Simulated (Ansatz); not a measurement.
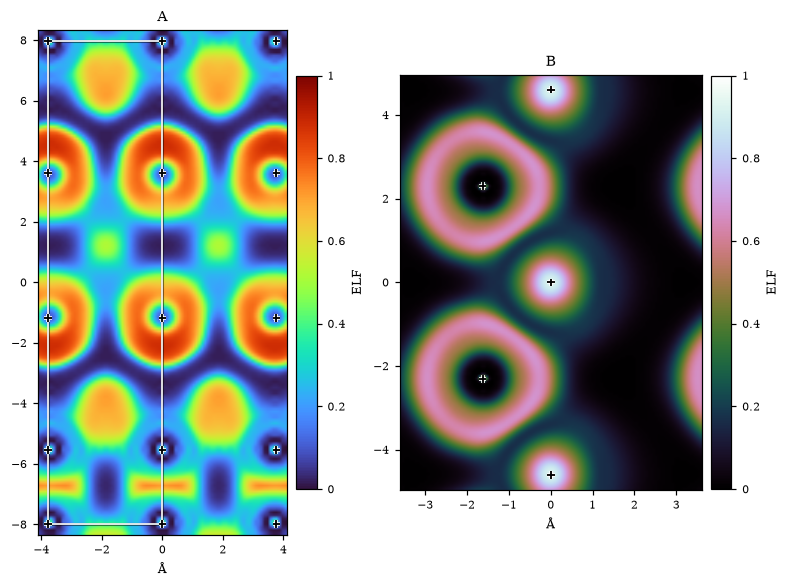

The electron localisation function of 2 systems, each on a plane through atoms (crosses mark nuclei in the plane).

These are results of DFT PBE+D3(BJ), scalar-relativistic, plane waves, PAW in Ansatz, not measurements.

System 1: GaSe, the (010) plane of the conventional cell. Space group P6₃/mmc.

```
Ga Se
1.0
     3.76932    0.00000    0.00000
    -1.88466    3.26433    0.00000
     0.00000    0.00000   15.96644
Ga Se
4 4
Cartesian
  0.0000 2.1762 2.7700
  1.8847 1.0881 10.7532
  0.0000 2.1762 5.2132
  1.8847 1.0881 13.1964
  0.0000 2.1762 9.5751
  1.8847 1.0881 1.5919
  0.0000 2.1762 14.3746
  1.8847 1.0881 6.3914
```

System 2: CdTe, the (101) plane of the conventional cell. Space group F-43m.

```yaml
crystal:
  lattice:
    - [6.51660, 0.00000, 0.00000]
    - [0.00000, 0.00000, -6.51660]
    - [0.00000, 6.51660, 0.00000]
  atoms:
    - { symbol: Cd, position: [0.50000, 0.50000, 0.00000] }
    - { symbol: Cd, position: [0.00000, 0.50000, 0.50000] }
    - { symbol: Cd, position: [0.00000, 0.00000, 0.00000] }
    - { symbol: Cd, position: [0.50000, 0.00000, 0.50000] }
    - { symbol: Te, position: [0.75000, 0.75000, 0.25000] }
    - { symbol: Te, position: [0.25000, 0.75000, 0.75000] }
    - { symbol: Te, position: [0.25000, 0.25000, 0.25000] }
    - { symbol: Te, position: [0.75000, 0.25000, 0.75000] }
```

Match each panel to its system.

Panel A is system 1, GaSe: the plane holds Ga and Se. Ga–Ga (2.44 Å): the ELF peaks at about 0.70 between the atoms. Panel B is system 2, CdTe: the plane holds Cd and Te. Cd–Te (2.82 Å): the ELF is about 0.50 at the midpoint.
